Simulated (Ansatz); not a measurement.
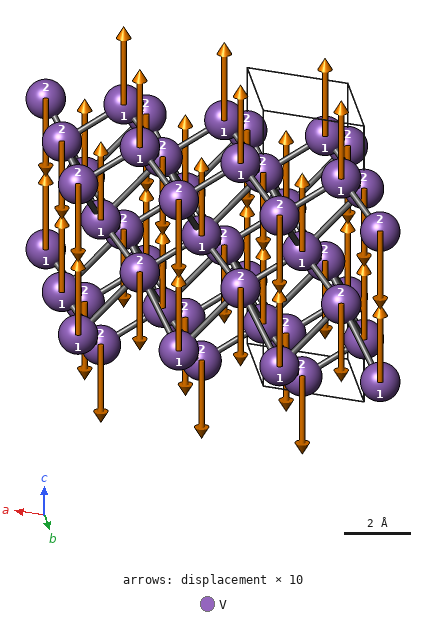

A relaxation of a crystal of V (built on the grey arsenic (A7)_166 type) (coarse preliminary run). The starting structure is drawn; orange arrows show the displacements (the part carried along by the change of the cell is left out), magnified 10 times.

A ball-and-stick model of the conventional cell (3 times the calculation's cell), repeated 3 × 2 × 1 with one cell outlined, seen from a free direction. Lengths and directions refer to the drawn axes.

Case: grey arsenic (A7) type (R-3m, No. 166).

Computed with DFT PBEsol, scalar-relativistic, plane waves, PAW in Ansatz 0.2.0.

Input file:
```yaml
crystal:
  lattice:
    - [1.6526984278, 0.9541858822, 3.0647310873]
    - [-1.6526984278, 0.9541858822, 3.0647310873]
    - [0.0, -1.9083717644, 3.0647310873]
  atoms:
    - { symbol: V, position: [0.22754, 0.22754, 0.22754] }
    - { symbol: V, position: [0.77246, 0.77246, 0.77246] }
basis:
  ecutwfc: 420
kpoints:
  mp_grid: { grid: [6, 6, 6] }
hamiltonian:
  xc: pbesol
scf:
  occupations: { method: gaussian, width: 0.1 }
  lower_state_search: "off"
output:
  forces: true
  stress: true
  eigenvalues: true
relax:
  adjacent_minimum: "off"
  f_tol: 0.04
  max_steps: 70
  cell: { stress_tol: 0.4 }
```

What did the optimiser do to the structure, and how much energy did it gain?

The largest moves relative to the cell, 0.26 Å, are those of V1 and V2. V1 goes along +c. The volume changes by −8.6 %, with a = b 3.305 → 2.811 Å (−15.0 %), c 9.194 → 11.622 Å (+26.4 %). Among the contacts that change: V1–V1 3.305 → 2.811 Å, V1–V2 2.212 → 2.527 Å, V1–V2 (another image) 2.725 → 2.527 Å. Bond angles that change, for instance: V2–V1–V2 96.7° → 67.6°, V2–V1–V2 93.4° → 112.4°, V2–V1–V2 164.8° → 180.0°. The space group stays R-3m (No. 166). After 10 accepted moves (12 points after the start) the energy has fallen by 989 meV per atom. The largest force component goes from 4 to 0.00033 eV/Å. Pressure: 0.25 GPa at the start and 0.00 GPa at the end. The SCF was repeated twice at an unchanged geometry on a basis and grid sized afresh for the cell, which shifted the energy by 24.3 meV per atom at most. The run took about 18 core-seconds on a shared host.
